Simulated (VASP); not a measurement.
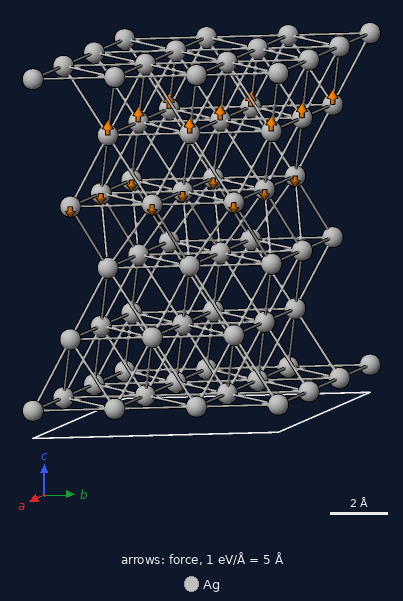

Starting geometry of a slab of composition Ag with the computed forces as orange arrows. The picture is a ball-and-stick view of the 3 × 3 repeat of the cell, outlined in the plane, without the vacuum, seen slightly off an axis.

The run lets the atoms move in a fixed cell. 3 atoms are held fixed.

Level of theory: Kohn-Sham DFT of a periodic cell, revPBE, VASP PAW PBE potentials, recommended (VASP 6.6.1).

Input
```
SYSTEM = Ag
ALGO = Normal ; DIPOL = 0.5 0.5 0.500
EDIFF = 1E-6 ; EDIFFG = -0.02
ENCUT = 520 ; GGA = RE
IBRION = 2 ; IDIPOL = 3
ISIF = 2 ; ISMEAR = -1
LASPH = .TRUE. ; LCHARG = .FALSE.
LDIPOL = .TRUE. ; LREAL = .FALSE.
LWAVE = .FALSE. ; NELM = 100
NSW = 60 ; PREC = Accurate
SIGMA = 0.05
```

Launched with:
```bash
cat potpaw_PBE.64/Ag/POTCAR > POTCAR
mpirun -np 1 vasp_std > vasp.out
```

Q: Is this structure relaxed? If not, where do the atoms go?

A: It isn't relaxed: the largest force vector, on an Ag atom, is 0.11 eV/Å. The final displacements follow the starting forces only in part (cosine between the two patterns 0.57). The atom that moves furthest is an Ag atom (0.056 Å along the normal (+c)). The lattice vectors keep their values. Some distances before and after: Ag–Ag 2.942 → 2.983 Å. After 9 geometry steps the energy has fallen by 3.0 meV per cell of the calculation. The largest force component goes from 0.11 to 0.11 eV/Å.
